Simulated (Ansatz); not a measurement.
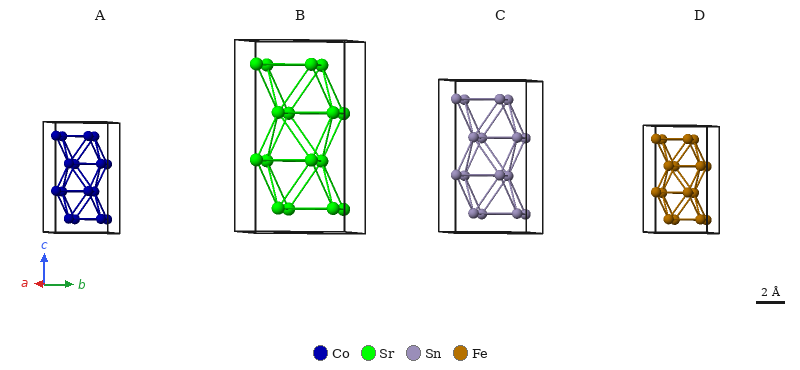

One structure type (space group P6_3/mmc for the parent) with different elements on its sites, each relaxed in cell and atoms to zero pressure (within 0.1 GPa). A ball-and-stick model of the cell of the calculation, repeated to show the pattern, seen from a free direction.

These are results of Ansatz 0.2.0, DFT PBEsol, scalar-relativistic, plane waves, PAW, not measurements. Settings: plane-wave cutoff 420 eV; occupations gaussian; smearing width 0.1 eV. The k-mesh is chosen for each cell (18×18×10, 12×12×6, 12×12×8, 18×18×12). Spin polarisation is switched on in some of the runs only.

Give the formulas, and rank the crystals by volume per atom, smallest first.

D = Fe (9.8 Å³), A = Co (10.4 Å³), C = Sn (26.3 Å³), B = Sr (52.6 Å³).

Which have a band gap?

Co: metallic; Sr: metallic; Sn: metallic; Fe: metallic.
